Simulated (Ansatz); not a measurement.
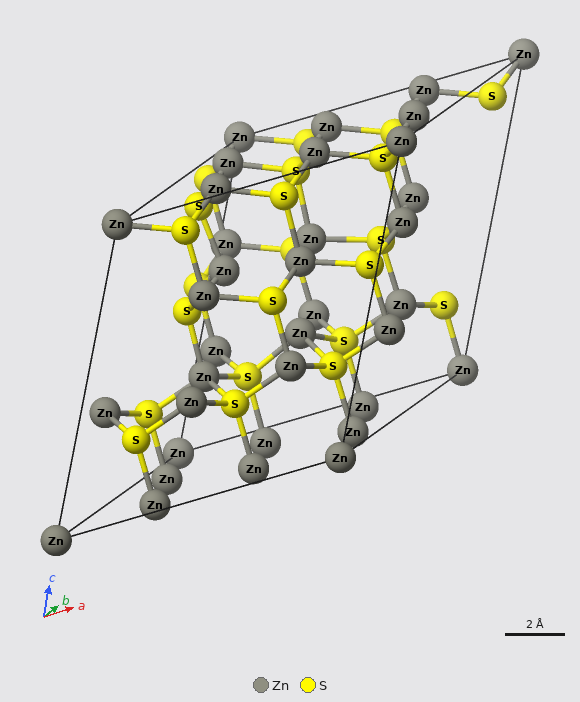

The structure as given in the input (ball-and-stick view of the cell of the calculation, seen slightly off an axis). An atom can appear more than once, as a periodic image.

**Zn₂₁S₂₀ (charge +1): geometry relaxation (part 1 of 4)**

Zn₂₁S₂₀ (defect cell, 41 atoms in the cell, total charge +1), computed with DFT PBE, scalar-relativistic, plane waves, PAW, spin-polarised (Ansatz 0.2.0).

The structure derives from a Materials Project entry. It belongs to a series of runs on one base structure; here: S vacancy (site a), charge +1, atoms relaxed at the host's cell.

## The input
```yaml
crystal:
  lattice:
    - [9.6155108966, -3.3309106827, 0.0]
    - [7.6924087173, 6.6618213655, 0.0]
    - [5.769306538, 1.1103035609, 9.4492875734]
  atoms:
    - { symbol: Zn, position: [-0.0001592194, -0.0001592194, 1.0004776583] }
    - { symbol: Zn, position: [0.2859066674, 0.1436471849, 0.9989147069] }
    - { symbol: Zn, position: [0.5715314408, 0.2859066674, 0.9989147069] }
    - { symbol: Zn, position: [0.1436471849, 0.5715314408, 0.9989147069] }
    - { symbol: Zn, position: [0.858706879, 0.4306142345, 1.0005570978] }
    - { symbol: Zn, position: [0.4306142345, 0.7101217887, 1.0005570978] }
    - { symbol: Zn, position: [0.7101217887, 0.858706879, 1.0005570978] }
    - { symbol: Zn, position: [0.7782988551, 0.7782988551, 0.6651034347] }
    - { symbol: Zn, position: [0.0573106237, 0.923787022, 0.6668913325] }
    - { symbol: Zn, position: [0.3520110217, 0.0573106237, 0.6668913325] }
    - { symbol: Zn, position: [0.923787022, 0.3520110217, 0.6668913325] }
    - { symbol: Zn, position: [0.6156989189, 0.2388871184, 0.6562863266], spin: 0.25 }
    - { symbol: Zn, position: [0.2388871184, 0.4891276362, 0.6562863266], spin: 0.25 }
    - { symbol: Zn, position: [0.4891276362, 0.6156989189, 0.6562863266], spin: 0.25 }
    - { symbol: Zn, position: [0.5460841476, 0.5460841476, 0.3617475572], spin: 0.25 }
    - { symbol: Zn, position: [0.8403117887, 0.6981847977, 0.333706828] }
    - { symbol: Zn, position: [0.1277965857, 0.8403117887, 0.333706828] }
    - { symbol: Zn, position: [0.6981847977, 0.1277965857, 0.333706828] }
    - { symbol: Zn, position: [0.4109174875, 0.9835435123, 0.3346582682] }
    - { symbol: Zn, position: [0.9835435123, 0.270880732, 0.3346582682] }
    - { symbol: Zn, position: [0.270880732, 0.4109174875, 0.3346582682] }
    - { symbol: S, position: [0.9163461748, 0.9163461748, 0.2509614756] }
    - { symbol: S, position: [0.2011175532, 0.0608134461, 0.2492949814] }
    - { symbol: S, position: [0.4887740194, 0.2011175532, 0.2492949814] }
    - { symbol: S, position: [0.0608134461, 0.4887740194, 0.2492949814] }
    - { symbol: S, position: [0.7695801164, 0.3485740046, 0.2546443548] }
    - { symbol: S, position: [0.3485740046, 0.6272015242, 0.2546443548] }
    - { symbol: S, position: [0.6272015242, 0.7695801164, 0.2546443548] }
    - { symbol: S, position: [0.7523117257, 0.6144694266, 0.5836575032] }
    - { symbol: S, position: [0.0495613446, 0.7523117257, 0.5836575032] }
    - { symbol: S, position: [0.6144694266, 0.0495613446, 0.5836575032] }
    - { symbol: S, position: [0.3283555349, 0.8934118347, 0.584700269] }
    - { symbol: S, position: [0.8934118347, 0.1935323613, 0.584700269] }
    - { symbol: S, position: [0.1935323613, 0.3283555349, 0.584700269] }
    - { symbol: S, position: [0.6949913436, 0.6949913436, 0.9150259691] }
    - { symbol: S, position: [0.9771087082, 0.8382860282, 0.9174212451] }
    - { symbol: S, position: [0.2671840185, 0.9771087082, 0.9174212451] }
    - { symbol: S, position: [0.8382860282, 0.2671840185, 0.9174212451] }
    - { symbol: S, position: [0.5507508794, 0.1285562496, 0.9102572911] }
    - { symbol: S, position: [0.1285562496, 0.41043558, 0.9102572911] }
    - { symbol: S, position: [0.41043558, 0.5507508794, 0.9102572911] }
  host:
    lattice:
      - [1.9231021793, 1.1103035609, 9.4492875734]
      - [-1.9231021793, 1.1103035609, 9.4492875734]
      - [0.0, -2.2206071218, 9.4492875734]
    atoms:
      - { symbol: Zn, position: [0.999965906, 0.999965906, 0.999965906] }
      - { symbol: Zn, position: [0.2222538459, 0.2222538459, 0.2222538459] }
      - { symbol: Zn, position: [0.4445320889, 0.4445320889, 0.4445320889] }
      - { symbol: S, position: [0.0832951068, 0.0832951068, 0.0832951068] }
      - { symbol: S, position: [0.5278530973, 0.5278530973, 0.5278530973] }
      - { symbol: S, position: [0.305425955, 0.305425955, 0.305425955] }
total_charge: 1
basis:
  ecutwfc: 420
  xc_grid: 2
kpoints:
  mp_grid: { grid: [2, 2, 2], shift: [0.0, 0.0, 0.0] }
hamiltonian:
  xc: pbe
scf:
  occupations: { method: gaussian, width: 0.01 }
output:
  forces: true
  stress: false
  eigenvalues: true
  populations: true
  charged_corrections:
    defect_position: [0.4721469, 0.4721469, 0.58355929]
    epsilon: [[9.1422, 0.0, 0.0], [0.0, 9.1422, 0.0], [0.0, 0.0, 9.5498]]
  write_density: true
  write_potential: true
  elf: true
  volumetric_format: npy
magnetization:
  spin_polarized: true
relax:
  adjacent_minimum: "off"
  f_tol: 0.025
  max_steps: 45
```

Command:
```bash
ansatz run input.yaml --threads 4 --pin off --max-ram 10240MiB --backend cpu --events-out ev --progress --plain --runs-dir out
```

## The program's output
```
Engine: ansatz 0.2.0, x86_64-unknown-linux-gnu
Pseudopotentials: kind: paw
Pseudopotential: Zn, paw, valence charge 12, recommended cutoff 420 eV (normal), Zn.paw.azcp
Pseudopotential: S, paw, valence charge 6, recommended cutoff 420 eV (normal), S.paw.azcp
Functional definition: PBE
  parameter kappa = 0.804
  parameter beta = 0.06672455060314922
  exchange = pbe_x(kappa = kappa, mu = beta*pi^2/3)
  correlation = pbe_c(beta = beta)
Crystal: 41 atoms, lattice volume = 847.408 Å³
Basis set: ecut = 420 eV, 16543 PW (Γ), exchange–correlation on 144×144×150 points (8 copies of the dense FFT grid, shifted against one another)
Bands: 227, of which v1, the nominal top of the filled ones, is band 186 counted from 1 (185 counted from 0)
Symmetry: 3 space group operations
Space group: R3 (ITA 146), of the structure as read, at distance tolerance 9.5e-5 Å
Magnetic group: BNS 146.10 (UNI 1240), of the structure as read, at distance tolerance 9.5e-5 Å
k-points: 4 of 8
Non-local potential: Zn, projectors of the file, l = 0: 2, l = 1: 2, l = 2: 3, l = 3: 1
Non-local potential: S, projectors of the file, l = 0: 2, l = 1: 2, l = 2: 2
PAW form: soft (Blöchl's): semilocal exchange-correlation on the pseudo side does not see the compensation charge
PAW one-centre angular grid: Zn, 590 points (default); XC on 64 Gauss nodes
PAW one-centre angular grid: S, 110 points (default); XC on 64 Gauss nodes
Initial density: superposition of atomic densities (chi_scale 0.1, normalization cell, long waves kept (reshape's long-wave potential 0.17 eV rms))
Starting moments: Σ|m| = 1 μB on 4 of 41 sites
Initial wavefunctions: pseudopotential atomic-orbital guess
Functional: x = pbe(κ = 0.804, μ = 0.2195149727645171), c = pbe(β = 0.06672455060314922)
iter 1 solved again at ethr=2.93e-3 eV; its pass at ethr=3.10e-3 eV (dr2=1.09e1 eV) is discarded
SCF iter   1: F=—  HF=-87779.923625 eV  |F-HF|=—  |Δ(HF+E_count)|=         —  Δρ=2.74e-2 (↑2.21e-2 ↓2.74e-2)  dr2=1.09e1  dr2_m=4.66e-1  M=0.250 μB ∫|m|=0.254 μB  β_m=0.30  ethr=2.93e-3  ⟨swp⟩=6.4  Hψ=11344  notcnv=0  defer=3
preconditioner: auto → Resta (q_TF=auto, 2.377 Å⁻¹)  ε∞=6.1  [insulator: Δε(μ)=0.040 eV  Ē_g=10.898 eV  σ=0.010 eV  W_gap=0.67  n_scr=192 (ndim 8)  ℏωp=24.6 eV  f_vac=0.006  D(μ)=19.29/eV (n_scr^D=120)  ε∞_Penn≈6.1]
spin=Collinear: Resta preconditioning applied to the charge; magnetization (m = ρ↑ − ρ↓) channel mixes plain (no charge-response kernel on spin).
SCF iter   2: F=—  HF=-87777.830049 eV  |F-HF|=—  |Δ(HF+E_count)|=    2.09e0  Δρ=1.59e-2 (↑1.29e-2 ↓1.59e-2)  dr2=4.09e0  dr2_m=2.33e-1  M=0.324 μB ∫|m|=0.326 μB  β_m=0.30  ethr=2.93e-3  ⟨swp⟩=3.0  Hψ=2973  notcnv=0  defer=140
SCF iter   3: F=—  HF=-87776.852121 eV  |F-HF|=—  |Δ(HF+E_count)|=   9.78e-1  Δρ=5.86e-3 (↑5.73e-3 ↓5.86e-3)  dr2=6.14e-1  dr2_m=1.16e-1  M=0.755 μB ∫|m|=0.756 μB  β_m=0.30  ethr=1.10e-3  ⟨swp⟩=2.9  Hψ=3221  notcnv=0  defer=292
SCF iter   4: F=—  HF=-87776.825080 eV  |F-HF|=—  |Δ(HF+E_count)|=   2.70e-2  Δρ=3.65e-3 (↑3.65e-3 ↓3.05e-3)  dr2=1.24e-1  dr2_m=6.06e-2  M=0.835 μB ∫|m|=0.837 μB  β_m=0.30  ethr=1.65e-4  ⟨swp⟩=2.0  Hψ=3169  notcnv=0  defer=293
SCF iter   5: F=—  HF=-87776.889905 eV  |F-HF|=—  |Δ(HF+E_count)|=   6.48e-2  Δρ=2.74e-3 (↑2.74e-3 ↓2.08e-3)  dr2=3.51e-2  dr2_m=3.23e-2  M=0.935 μB ∫|m|=0.938 μB  β_m=0.30  ethr=3.34e-5  ⟨swp⟩=2.5  Hψ=2958  notcnv=0  defer=293
SCF iter   6: F=—  HF=-87776.910291 eV  |F-HF|=—  |Δ(HF+E_count)|=   2.04e-2  Δρ=1.64e-3 (↑1.64e-3 ↓1.53e-3)  dr2=1.32e-2  dr2_m=1.76e-2  M=0.980 μB ∫|m|=0.985 μB  β_m=0.30  ethr=9.45e-6  ⟨swp⟩=2.5  Hψ=2061  notcnv=0  defer=293
SCF iter   7: F=—  HF=-87776.918691 eV  |F-HF|=—  |Δ(HF+E_count)|=   8.40e-3  Δρ=1.14e-3 (↑1.09e-3 ↓1.14e-3)  dr2=1.51e-3  dr2_m=9.33e-3  M=0.988 μB ∫|m|=0.996 μB  β_m=0.30  ethr=3.55e-6  ⟨swp⟩=2.5  Hψ=3046  notcnv=0  defer=293
SCF iter   8: F=—  HF=-87776.924131 eV  |F-HF|=—  |Δ(HF+E_count)|=   5.44e-3  Δρ=8.83e-4 (↑7.55e-4 ↓8.83e-4)  dr2=8.27e-4  dr2_m=5.01e-3  M=0.993 μB ∫|m|=1.004 μB  β_m=0.30  ethr=4.06e-7  ⟨swp⟩=2.0  Hψ=3187  notcnv=0  defer=293
Mixer restart at iter 8: flushing history
spin-set hold released at iteration 8 (site moments contracting): the magnetisation degrees of freedom join the quasi-Newton model from the next iteration; the mixer history was flushed
SCF iter   9: F=—  HF=-87776.926300 eV  |F-HF|=—  |Δ(HF+E_count)|=   2.17e-3  Δρ=6.65e-4 (↑5.47e-4 ↓6.65e-4)  dr2=5.82e-4  dr2_m=2.71e-3  M=0.995 μB ∫|m|=1.009 μB  β_m=0.65  ethr=2.23e-7  ⟨swp⟩=2.0  Hψ=2959  notcnv=0  defer=293
SCF iter  10: F=—  HF=-87776.929586 eV  |F-HF|=—  |Δ(HF+E_count)|=   3.29e-3  Δρ=8.24e-5 (↑7.99e-5 ↓8.24e-5)  dr2=1.66e-4  dr2_m=7.36e-6  M=0.999 μB ∫|m|=1.024 μB  β_m=0.58  ethr=1.57e-7  ⟨swp⟩=3.0  Hψ=3467  notcnv=0  defer=293
SCF iter  11: F=—  HF=-87776.929575 eV  |F-HF|=—  |Δ(HF+E_count)|=   1.06e-5  Δρ=3.57e-5 (↑1.94e-5 ↓3.57e-5)  dr2=5.75e-5  dr2_m=2.29e-6  M=0.999 μB ∫|m|=1.025 μB  β_m=0.65  ethr=4.48e-8  ⟨swp⟩=2.0  Hψ=2990  notcnv=0  defer=293
SCF iter  12: F=—  HF=-87776.929598 eV  |F-HF|=—  |Δ(HF+E_count)|=   2.29e-5  Δρ=1.47e-5 (↑9.23e-6 ↓1.47e-5)  dr2=1.31e-5  dr2_m=3.03e-7  M=0.999 μB ∫|m|=1.026 μB  β_m=0.83  ethr=4.21e-9  ⟨swp⟩=16.6  Hψ=18109  notcnv=0
SCF iter  13: F=-87776.929606 eV  HF=-87776.929606 eV  |F-HF|=3.32e-7  |Δ(HF+E_count)|=   7.86e-6  Δρ=3.66e-6 (↑3.28e-6 ↓3.66e-6)  dr2=7.63e-7  dr2_m=2.64e-9  M=0.999 μB ∫|m|=1.026 μB  ethr=3.52e-9  ⟨swp⟩=11.4  Hψ=14787  notcnv=0
SCF 1 converged in 13 iterations: F = -87776.929606 eV  dr2 = 7.63e-7
  greatest PAW one-centre occupation: 0.985 electrons in one spin orbital (limit 2), on the Zn atom at site 11 (counted from 0), in its partial waves of l = 2
relax step   1: F+E_penalty+E_count = -87776.92960610 eV  Δ(F+E_penalty+E_count) = +0.000e0 eV  max|allowed force component| = 9.207e-1 eV/Å  Δτ_max = 0.0000 Å  (13 SCF iters, dr2 threshold 1.56e-5 eV, accepted)
Initial density: handed on by an earlier stage of this run
Starting moments: Σ|m| = 1 μB on 4 of 41 sites; this step starts from the density that it was given
Initial wavefunctions: those handed on with the density
iter 1 solved again at ethr=1.05e-4 eV; its pass at ethr=3.10e-3 eV (dr2=3.88e-1 eV) is discarded
SCF iter   1: F=—  HF=-87777.577930 eV  |F-HF|=—  |Δ(HF+E_count)|=         —  Δρ=8.41e-3 (↑2.59e-3 ↓8.41e-3)  dr2=3.98e-1  dr2_m=1.54e-1  M=0.750 μB ∫|m|=0.802 μB  β_m=0.30  ethr=1.05e-4  ⟨swp⟩=1.9  Hψ=6970  notcnv=0  defer=294
preconditioner: auto → Resta (q_TF=auto, 2.377 Å⁻¹)  ε∞=6.6  [insulator: Δε(μ)=0.294 eV  Ē_g=10.384 eV  σ=0.010 eV  W_gap=0.67  n_scr=192 (ndim 8)  ℏωp=24.6 eV  f_vac=0.038  D(μ)=19.28/eV (n_scr^D=120)  ε∞_Penn≈6.6]
spin=Collinear: Resta preconditioning applied to the charge; magnetization (m = ρ↑ − ρ↓) channel mixes plain (no charge-response kernel on spin).
SCF iter   2: F=—  HF=-87777.519273 eV  |F-HF|=—  |Δ(HF+E_count)|=   5.87e-2  Δρ=5.67e-3 (↑1.82e-3 ↓5.67e-3)  dr2=1.65e-1  dr2_m=7.64e-2  M=0.750 μB ∫|m|=0.795 μB  β_m=0.57  ethr=1.05e-4  ⟨swp⟩=2.0  Hψ=2884  notcnv=0  defer=294
SCF iter   3: F=—  HF=-87777.496348 eV  |F-HF|=—  |Δ(HF+E_count)|=   2.29e-2  Δρ=9.20e-4 (↑5.92e-4 ↓9.20e-4)  dr2=7.20e-3  dr2_m=1.44e-3  M=0.750 μB ∫|m|=0.785 μB  β_m=0.51  ethr=4.46e-5  ⟨swp⟩=3.0  Hψ=2917  notcnv=0  defer=294
SCF iter   4: F=—  HF=-87777.493282 eV  |F-HF|=—  |Δ(HF+E_count)|=   3.07e-3  Δρ=2.87e-4 (↑2.87e-4 ↓1.92e-4)  dr2=1.46e-3  dr2_m=1.72e-4  M=0.750 μB ∫|m|=0.784 μB  β_m=0.75  ethr=1.94e-6  ⟨swp⟩=2.0  Hψ=3283  notcnv=0  defer=294
SCF iter   5: F=—  HF=-87777.493886 eV  |F-HF|=—  |Δ(HF+E_count)|=   6.04e-4  Δρ=4.50e-5 (↑4.50e-5 ↓4.27e-5)  dr2=9.44e-5  dr2_m=2.20e-6  M=0.750 μB ∫|m|=0.782 μB  β_m=0.88  ethr=3.93e-7  ⟨swp⟩=2.0  Hψ=3167  notcnv=0  defer=294
SCF iter   6: F=-87777.493916 eV  HF=-87777.493932 eV  |F-HF|=1.57e-5  |Δ(HF+E_count)|=   4.57e-5  Δρ=2.75e-5 (↑2.63e-5 ↓2.75e-5)  dr2=2.48e-5  dr2_m=3.57e-8  M=0.750 μB ∫|m|=0.782 μB  ethr=1.43e-8  ⟨swp⟩=16.5  Hψ=18694  notcnv=0
SCF 2 converged in 6 iterations: F = -87777.493916 eV  dr2 = 2.48e-5
[... from here on the iterations of each SCF are left out, up to the last one ...]
relax step   2: F+E_penalty+E_count = -87777.49391599 eV  Δ(F+E_penalty+E_count) = -5.643e-1 eV  max|allowed force component| = 7.369e-1 eV/Å  Δτ_max = 0.1949 Å  (6 SCF iters, dr2 threshold 5.30e-5 eV, accepted)
preconditioner: auto → Resta (q_TF=auto, 2.377 Å⁻¹)  ε∞=6.6  [insulator: Δε(μ)=0.331 eV  Ē_g=10.422 eV  σ=0.010 eV  W_gap=0.67  n_scr=192 (ndim 8)  ℏωp=24.6 eV  f_vac=0.042  D(μ)=19.28/eV (n_scr^D=120)  ε∞_Penn≈6.6]
spin=Collinear: Resta preconditioning applied to the charge; magnetization (m = ρ↑ − ρ↓) channel mixes plain (no charge-response kernel on spin).
SCF 3 converged in 8 iterations: F = -87777.777055 eV  dr2 = 3.54e-6
relax step   3: F+E_penalty+E_count = -87777.77705514 eV  Δ(F+E_penalty+E_count) = -2.831e-1 eV  max|allowed force component| = 3.462e-1 eV/Å  Δτ_max = 0.1972 Å  (8 SCF iters, dr2 threshold 3.39e-5 eV, accepted)
preconditioner: auto → Resta (q_TF=auto, 2.377 Å⁻¹)  ε∞=6.5  [insulator: Δε(μ)=0.336 eV  Ē_g=10.437 eV  σ=0.010 eV  W_gap=0.67  n_scr=192 (ndim 8)  ℏωp=24.6 eV  f_vac=0.047  D(μ)=19.28/eV (n_scr^D=120)  ε∞_Penn≈6.5]
spin=Collinear: Resta preconditioning applied to the charge; magnetization (m = ρ↑ − ρ↓) channel mixes plain (no charge-response kernel on spin).
SCF 4 converged in 7 iterations: F = -87777.873704 eV  dr2 = 8.28e-6
  greatest PAW one-centre occupation: 0.985 electrons in one spin orbital (limit 2), on the Zn atom at site 12 (counted from 0), in its partial waves of l = 2
relax step   4: F+E_penalty+E_count = -87777.87370432 eV  Δ(F+E_penalty+E_count) = -9.665e-2 eV  max|allowed force component| = 6.185e-2 eV/Å  Δτ_max = 0.1400 Å  (7 SCF iters, dr2 threshold 2.65e-5 eV, accepted)
SCF iter   1: F=—  HF=-87777.878041 eV  |F-HF|=—  |Δ(HF+E_count)|=         —  Δρ=1.19e-3 (↑4.51e-4 ↓1.19e-3)  dr2=6.53e-3  dr2_m=3.73e-3  M=0.750 μB ∫|m|=0.791 μB  β_m=0.30  ethr=1.24e-5  ⟨swp⟩=4.4  Hψ=3779  notcnv=0  defer=290
preconditioner: auto → Resta (q_TF=auto, 2.377 Å⁻¹)  ε∞=6.6  [insulator: Δε(μ)=0.331 eV  Ē_g=10.427 eV  σ=0.010 eV  W_gap=0.67  n_scr=192 (ndim 8)  ℏωp=24.6 eV  f_vac=0.045  D(μ)=19.28/eV (n_scr^D=120)  ε∞_Penn≈6.6]
spin=Collinear: Resta preconditioning applied to the charge; magnetization (m = ρ↑ − ρ↓) channel mixes plain (no charge-response kernel on spin).
SCF iter   2: F=—  HF=-87777.877370 eV  |F-HF|=—  |Δ(HF+E_count)|=   6.70e-4  Δρ=8.24e-4 (↑3.21e-4 ↓8.24e-4)  dr2=2.92e-3  dr2_m=1.84e-3  M=0.750 μB ∫|m|=0.791 μB  β_m=0.62  ethr=1.76e-6  ⟨swp⟩=2.0  Hψ=2125  notcnv=0  defer=290
SCF iter   3: F=—  HF=-87777.877120 eV  |F-HF|=—  |Δ(HF+E_count)|=   2.51e-4  Δρ=8.16e-5 (↑8.16e-5 ↓7.70e-5)  dr2=1.71e-4  dr2_m=6.94e-6  M=0.750 μB ∫|m|=0.790 μB  β_m=0.55  ethr=7.88e-7  ⟨swp⟩=2.0  Hψ=2892  notcnv=0  defer=290
SCF iter   4: F=—  HF=-87777.877080 eV  |F-HF|=—  |Δ(HF+E_count)|=   4.01e-5  Δρ=3.49e-5 (↑3.49e-5 ↓2.63e-5)  dr2=5.71e-5  dr2_m=1.96e-6  M=0.750 μB ∫|m|=0.790 μB  β_m=0.78  ethr=4.60e-8  ⟨swp⟩=2.0  Hψ=2820  notcnv=0  defer=290
SCF iter   5: F=—  HF=-87777.877056 eV  |F-HF|=—  |Δ(HF+E_count)|=   2.35e-5  Δρ=9.76e-6 (↑7.99e-6 ↓9.76e-6)  dr2=4.78e-6  dr2_m=4.38e-8  M=0.750 μB ∫|m|=0.789 μB  β_m=0.87  ethr=1.54e-8  ⟨swp⟩=2.0  Hψ=2847  notcnv=0  defer=290
SCF iter   6: F=—  HF=-87777.877056 eV  |F-HF|=—  |Δ(HF+E_count)|=   4.16e-7  Δρ=3.11e-6 (↑3.09e-6 ↓3.11e-6)  dr2=7.92e-7  dr2_m=5.65e-10  M=0.750 μB ∫|m|=0.789 μB  β_m=0.93  ethr=1.29e-9  ⟨swp⟩=2.0  Hψ=2008  notcnv=0  defer=290
SCF iter   7: F=—  HF=-87777.877057 eV  |F-HF|=—  |Δ(HF+E_count)|=   2.64e-7  Δρ=3.04e-6 (↑3.04e-6 ↓3.04e-6)  dr2=2.17e-7  dr2_m=9.27e-11  M=0.750 μB ∫|m|=0.789 μB  β_m=0.74  ethr=2.14e-10  ⟨swp⟩=2.0  Hψ=3004  notcnv=0  defer=290
SCF iter   8: F=-87777.877057 eV  HF=-87777.877057 eV  |F-HF|=6.29e-9  |Δ(HF+E_count)|=   1.02e-7  Δρ=9.66e-7 (↑9.66e-7 ↓9.57e-7)  dr2=2.77e-8  dr2_m=1.43e-10  M=0.750 μB ∫|m|=0.789 μB  ethr=2.70e-11  ⟨swp⟩=13.4  Hψ=13069  notcnv=0
SCF 5 converged in 8 iterations: F = -87777.877057 eV  dr2 = 2.77e-8
relax step   5: F+E_penalty+E_count = -87777.87705664 eV  Δ(F+E_penalty+E_count) = -3.352e-3 eV  max|allowed force component| = 1.774e-2 eV/Å  Δτ_max = 0.0293 Å  (8 SCF iters, accepted)
```
